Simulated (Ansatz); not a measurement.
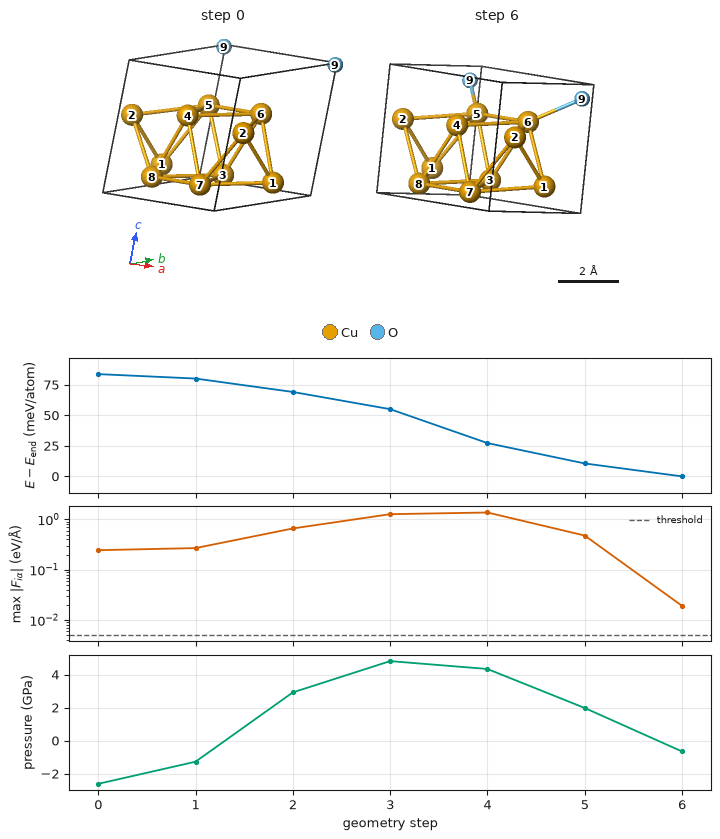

First and last geometry of a relaxation of solid Cu8O (set up in Amm2), with the history of the run. Style: ball-and-stick. Shown: the cell of the calculation, from a free direction.

The calculation used DFT r2SCAN, scalar-relativistic, plane waves, PAW in Ansatz 0.2.0. Set-up: plane-wave cutoff 500 eV; k-point mesh 8 × 8 × 8; occupations gaussian; smearing width 0.1 eV; no spin polarisation; cell and atoms relaxed; force threshold 0.005 eV/Å; at most 80 steps.

**What do the curves and the structures tell?**

The run was cut off at its time limit before the relaxation converged, so the last structure is only a point on the way. After 6 geometry steps the energy has fallen by 83.8 meV per atom. The largest force component goes from 0.24 to 0.019 eV/Å. Pressure: −2.61 GPa at the start and −0.65 GPa at the end. O9 moves most relative to the cell: 0.61 Å along [0 −1 −1]. Largest moves by element: O 0.61 Å, Cu 0.27 Å. The volume changes by −4.0 %, with a 5.363 → 5.404 Å (+0.8 %), b = c 4.575 → 4.379 Å (−4.3 %), α 74.1° → 89.3°. Some distances before and after: Cu5–O9 3.012 → 2.030 Å, Cu3–Cu4 2.795 → 2.585 Å, Cu7–O9 1.901 → 2.031 Å, Cu7–Cu8 2.318 → 2.447 Å. Bond angles that change, for instance: Cu1–O9–Cu2 119.2° → 179.9°, Cu2–Cu1–O9 149.6° → 179.9°, Cu5–Cu1–O9 90.6° → 117.0°. The space group (tolerance 0.01 Å) goes from Amm2 (No. 38) to Cmmm (No. 65). The run took 8.9 min on 2 threads of AMD EPYC 9R45 96-Core Processor (Zen 5) (shared host), peak memory 1.4 GiB.
